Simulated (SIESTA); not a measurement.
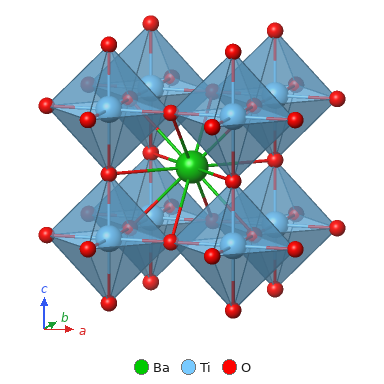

System: BaTiO₃, space group Pm-3m (No. 221). The picture shows the conventional cell.

Starting cell:
```
Ba Ti O
1.0
     4.00600    0.00000    0.00000
     0.00000    4.00600    0.00000
     0.00000    0.00000    4.00600
Ba Ti O
1 1 3
Direct
  0.50000 0.50000 0.50000
  0.00000 0.00000 0.00000
  0.00000 0.00000 0.50000
  0.00000 0.50000 0.00000
  0.50000 0.00000 0.00000
```

Calculation (SIESTA 5.4.2): DFT in numerical atomic orbitals with pseudopotentials, no spin polarisation; energies at scaled volumes of the given cell, shape and fractions fixed, counted from the fit's minimum, third-order Birch-Murnaghan fit. Level: LDA.

| setting | value |
| --- | --- |
| k mesh | 5×5×5 |
| occupations | Fermi–Dirac |
| smearing width | 0.05 eV |
| potentials | PseudoDojo 0.4 standard, converted to PSML, two zetas on semicore shells |
| program settings | basis DZP, mesh cutoff 800 Ry |

What does the calculation give for the energy against volume? The volume takes the values 12.09, 12.34, 12.60, 12.86, 13.11, 13.37, 13.63 Å³/atom.

A third-order Birch–Murnaghan fit gives V0 = 12.36 Å³/atom, B0 = 197 GPa and B′ = 4.9. The energy is 3.81 meV/atom at volume 12.09 Å³/atom and 66.54 meV/atom at 13.63 Å³/atom; the lowest computed point is at volume 12.34 Å³/atom (0.03 meV/atom), in a single well.

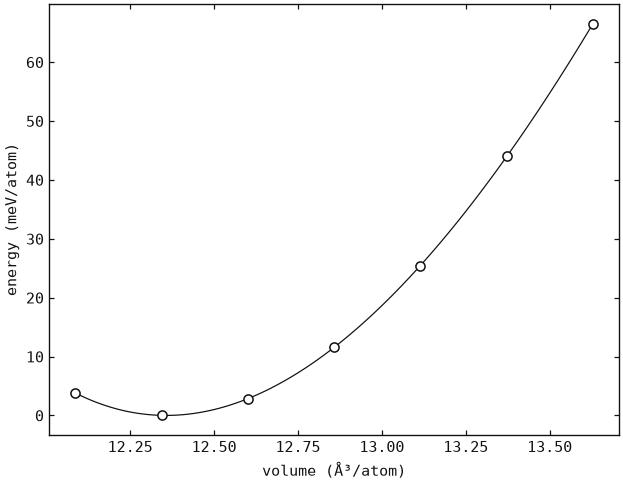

Keep in mind: mulliken charges of long orbitals.
